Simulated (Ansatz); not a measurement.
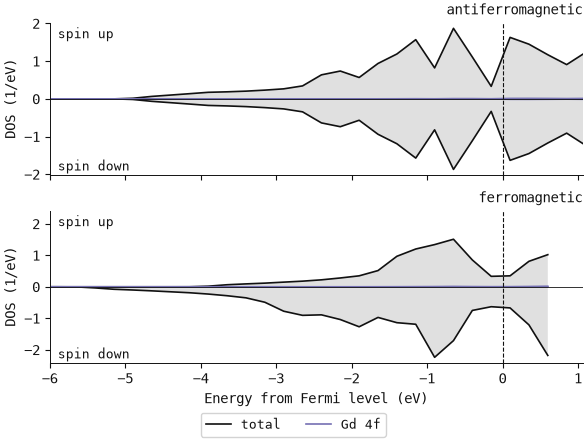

Spin-resolved densities of states of Gd, space group P6_3/mmc (No. 194), 2 atoms in the cell, a database entry, rescaled, in two magnetic states on the same cell (spin down negative; each from its own Fermi level). Level of theory: DFT with r2SCAN, PAW plane waves, Ueff = 5.78 eV on Gd f, spin-polarised, 8×8×4 k mesh, 500 eV cutoff; code Ansatz 0.2.0.

How does the magnetic order change the electronic structure?

Antiferromagnetic: net moment 0.0 μB, local moments 15.7 μB in all, metal; ferromagnetic: net moment 15.9 μB, local moments 15.9 μB in all, metal.

Which of these states is lowest in energy?

The ferromagnetic one; the antiferromagnetic state lies 78 meV an atom higher. Other orders weren't compared here.

Spin-orbit coupling is left out, which matters for Gd.
